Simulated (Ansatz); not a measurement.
# Single-point calculation, with input and output: BeTe

System: BeTe (F-43m, 2 atoms in the cell).
Method: DFT r2SCAN, scalar-relativistic, plane waves, PAW, no spin polarisation (Ansatz 0.2.0).

The structure derives from an entry of the Crystallography Open Database. Figures and captions count atoms from 1; the log counts them from 0 in places.

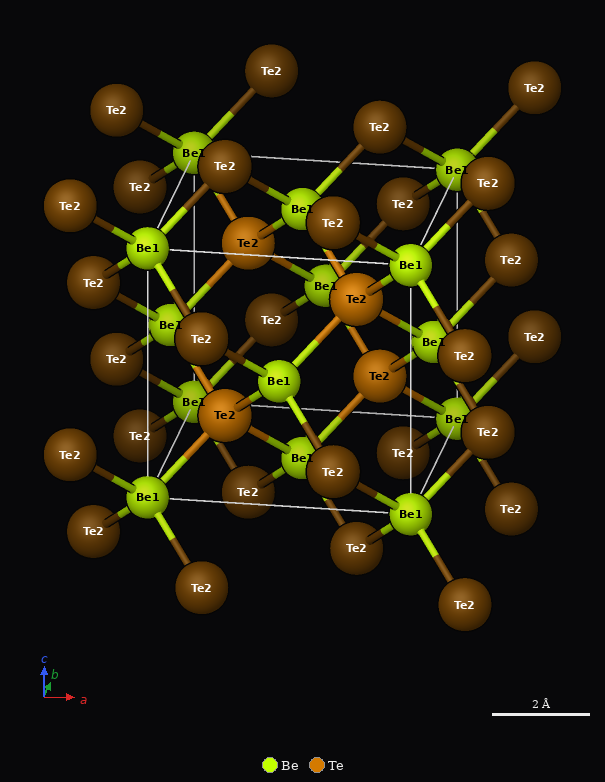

**Figure 1.** The structure (ball-and-stick view of the cell 4 times as large as that of the calculation, set on its symmetry axes, seen at an oblique angle; neighbours outside the cell are drawn fainter; atoms are numbered from 1 in the order of the input). An atom can appear more than once, as a periodic image.

## Summary

| quantity | value |
| --- | --- |
| outcome | converged |
| space group (tolerance 0.01 Å) | F-43m (216) |
| electrons treated | 18 |
| free energy | −7089.0493 eV |
| Fermi energy | 9.049 eV |
| gap on the k-point mesh | 2.22 eV |
| pressure | 4.26 GPa |
| largest force (length of the vector) | under 0.001 eV/Å |
| hardware | 2 threads of Intel Xeon (Granite Rapids), 192 GiB of memory available, shared host |
| wall time | 0.88 s (CPU time 1.5 s) |
| peak memory | 0.44 GiB |

## Input
```yaml
crystal:
  lattice:
    - [0.0, -2.77, -2.77]
    - [2.77, 0.0, -2.77]
    - [2.77, -2.77, 0.0]
  atoms:
    - { symbol: Be, position: [0.0, 0.0, 0.0] }
    - { symbol: Te, position: [0.75, 0.75, 0.75] }
basis:
  ecutwfc: 500
kpoints:
  mp_grid: { grid: [6, 6, 6] }
hamiltonian:
  xc: r2scan
scf:
  occupations: { method: gaussian, width: 0.1 }
output:
  forces: true
  stress: true
  eigenvalues: true
```

Launched with:
```bash
ansatz run input.yaml --threads 2 --pin off --max-ram 5120MiB --backend cpu --events-out ev --progress --plain --runs-dir out
```

## Log
```
Engine: ansatz 0.2.0, x86_64-unknown-linux-gnu
Pseudopotentials: kind: paw
Pseudopotential: Be, paw, valence charge 2, recommended cutoff 500 eV (meta_gga), Be.paw.azcp
Pseudopotential: Te, paw, valence charge 16, recommended cutoff 500 eV (meta_gga), Te.paw.azcp
Functional definition: r2SCAN
  parameter k0 = 0.174
  parameter k1 = 0.065
  parameter a1 = 4.9479
  exchange = r2scan_x(k0 = k0, k1 = k1, a1 = a1)
  correlation = r2scan_c
Crystal: 2 atoms, lattice volume = 42.508 Å³
Basis set: ecut = 500 eV, 1067 PW (Γ), exchange–correlation on 120×120×120 points (64 copies of the dense FFT grid, shifted against one another)
Bands: 13, of which v1, the nominal top of the filled ones, is band 9 counted from 1 (8 counted from 0)
Symmetry: 24 space group operations
Space group: F-43m (ITA 216), of the structure as read, at distance tolerance 3.5e-5 Å
k-points: 16 of 216 (time reversal used)
Non-local potential: Be, projectors of the file, l = 0: 2, l = 1: 2, l = 2: 1
Non-local potential: Te, projectors of the file, l = 0: 2, l = 1: 2, l = 2: 2, l = 3: 2
PAW form: soft (Blöchl's): semilocal exchange-correlation on the pseudo side does not see the compensation charge
PAW frozen core: Be, regenerated for the run's functional (the file was generated under x = pbe(κ = 0.804, μ = 0.2195149727645171), c = pbe(β = 0.06672455060314922))
PAW frozen core: Te, regenerated for the run's functional (the file was generated under x = pbe(κ = 0.804, μ = 0.2195149727645171), c = pbe(β = 0.06672455060314922))
PAW one-centre angular grid: Be, 302 points (default); XC on 255 of its mesh's 2635 points in the sphere
PAW one-centre angular grid: Te, 590 points (default); XC on 160 Gauss nodes
Initial density: superposition of atomic densities (neutral atoms: chi_scale 0, normalization atom), corrected by the library's trained network
Initial wavefunctions: pseudopotential atomic-orbital guess
Functional: x = r2scan, c = r2scan; τ floored in thin density (d = 2e-4 eV/Å³)
SCF iter   1: F=—  HF=-7089.012801 eV  |F-HF|=—  |Δ(HF+E_count)|=         —  Δρ=3.68e-3  dr2=8.67e-3  dr2_τ=1.98e-2  ethr=1.77e-3  ⟨swp⟩=5.7  Hψ=1278  notcnv=0
preconditioner: auto → none  [insulator: Δε(μ)=2.160 eV  Ē_g=11.277 eV  σ=0.100 eV  W_gap=1.00  n_scr=14 (ndim 8)  ℏωp=16.1 eV  f_vac=0.008  D(μ)=0.00/eV (n_scr^D=0)  ε∞_Penn≈3.0]
SCF iter   2: F=—  HF=-7089.048618 eV  |F-HF|=—  |Δ(HF+E_count)|=   3.58e-2  Δρ=1.78e-3  dr2=1.02e-3  dr2_τ=2.87e-5  ethr=4.81e-5  ⟨swp⟩=2.0  Hψ=464  notcnv=0
SCF iter   3: F=—  HF=-7089.049213 eV  |F-HF|=—  |Δ(HF+E_count)|=   5.95e-4  Δρ=5.55e-4  dr2=7.94e-5  dr2_τ=2.73e-6  ethr=5.66e-6  ⟨swp⟩=2.9  Hψ=350  notcnv=0
SCF iter   4: F=—  HF=-7089.049262 eV  |F-HF|=—  |Δ(HF+E_count)|=   4.84e-5  Δρ=1.27e-4  dr2=4.08e-6  dr2_τ=8.89e-8  ethr=4.41e-7  ⟨swp⟩=2.0  Hψ=272  notcnv=0
SCF iter   5: F=—  HF=-7089.049264 eV  |F-HF|=—  |Δ(HF+E_count)|=   2.10e-6  Δρ=2.53e-5  dr2=1.34e-7  dr2_τ=3.45e-9  ethr=2.27e-8  ⟨swp⟩=2.1  Hψ=261  notcnv=0
SCF iter   6: F=-7089.049264 eV  HF=-7089.049264 eV  |F-HF|=3.41e-9  |Δ(HF+E_count)|=   3.08e-7  Δρ=2.97e-6  dr2=3.36e-9  dr2_τ=3.70e-11  ethr=5.56e-10  ⟨swp⟩=6.2  Hψ=948  notcnv=0
SCF 1 converged in 6 iterations: F = -7089.049264 eV  dr2 = 3.36e-9
  greatest PAW one-centre occupation: 0.997 electrons in one spin orbital (limit 2), on the Te atom at site 1 (counted from 0), in its partial waves of l = 2
```

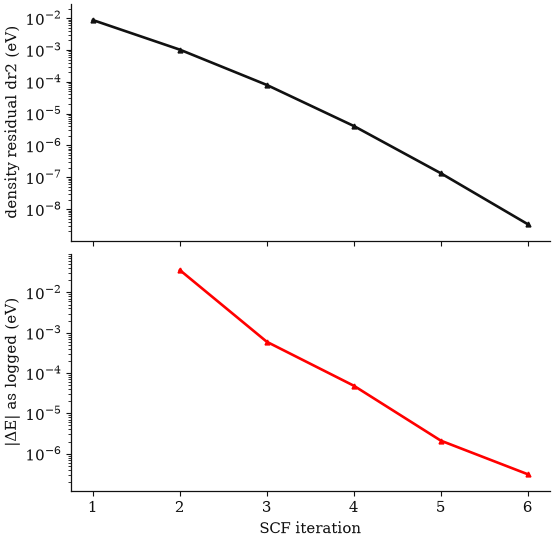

**Figure 2.** Convergence of the self-consistent field: density residual dr2 and size of the energy change against the SCF iteration. The residual falls at every step.

```
SCF converged after 6 iterations
Free energy (F): -7089.049264 eV
Harris-Foulkes:  -7089.049264 eV  (|F-HF|=3.41e-9)
Internal energy: -7089.049264 eV  (E = F + TS)
E sigma→0 (E₀):  -7089.049264 eV
Fermi energy:    9.048622 eV
--- Per-component energies (eV) ---
  E_band       = -270.568574
  E_kinetic    = 200.993116
  E_local      = -1327.643906  (includes V_loc(G=0)·N_el)
  E_nonlocal   = -305.301315
  E_hartree    = 841.031863
  E_xc         = -134.223696
  E_vxc        = -133.924196  (∫ρ·V_xc dr)
  E_paw        = -4748.262329  (= ΣΔE_a)
  E_vpaw       = -394.333601  (= ΣTr[D̂ρ^β])
  E_aug_tail   = -0.000032  (compensation charges beyond the density's cutoff)
  E_vtau       = 7.579101  (kinetic-family band-sum trace: ∫τ·v_τ [+ j·A + Jᵃ·Aᵃ] dr)
  E_ewald      = -1615.915793
  E_core_change = 0.272828  (= ΣΔE_core)
  E_smearing   = -0.000000  (= −TS)
  E_closure    = -0.000000  (closes the sum)
  Σ components = -7089.049264   (vs F -7089.049264, Δ=0.00e0)
--- Forces (eV/Å), atoms counted from 1 ---
  atom   1  Be    -0.00000000    -0.00000000     0.00000000
  atom   2  Te    -0.00000000    -0.00000000     0.00000000
  max |Σ_I F_I| component: 3.59e-16 eV/Å
--- Stress (GPa, compression-positive) ---
        4.259216       0.000000       0.000000
       -0.000000       4.259216       0.000000
        0.000000       0.000000       4.259216
  P = ⅓ Tr σ = 4.2592 GPa (42.592 kbar)
--- Band table (eV; the first three rows and the last of 16) ---
  k-point 0: bands = ["-29.2072", "-29.2072", "-29.2072", "-29.1848", "-29.1848", "-5.2044", "7.9406", "7.9406", "7.9406", "11.9132", "11.9132", "11.9132", "12.8320"]
  k-point 1: bands = ["-29.2065", "-29.2060", "-29.2060", "-29.1847", "-29.1847", "-4.9087", "5.8054", "7.5184", "7.5184", "11.9906", "12.5184", "12.5184", "14.6807"]
  k-point 2: bands = ["-29.2050", "-29.2040", "-29.2040", "-29.1841", "-29.1841", "-4.1571", "3.0781", "6.9171", "6.9171", "11.7366", "12.9955", "12.9955", "16.4855"]
  k-point 15: bands = ["-29.2064", "-29.2006", "-29.1977", "-29.1865", "-29.1821", "-3.0113", "2.6873", "4.1878", "4.5221", "12.0567", "12.6231", "16.1294", "16.3869"]
```
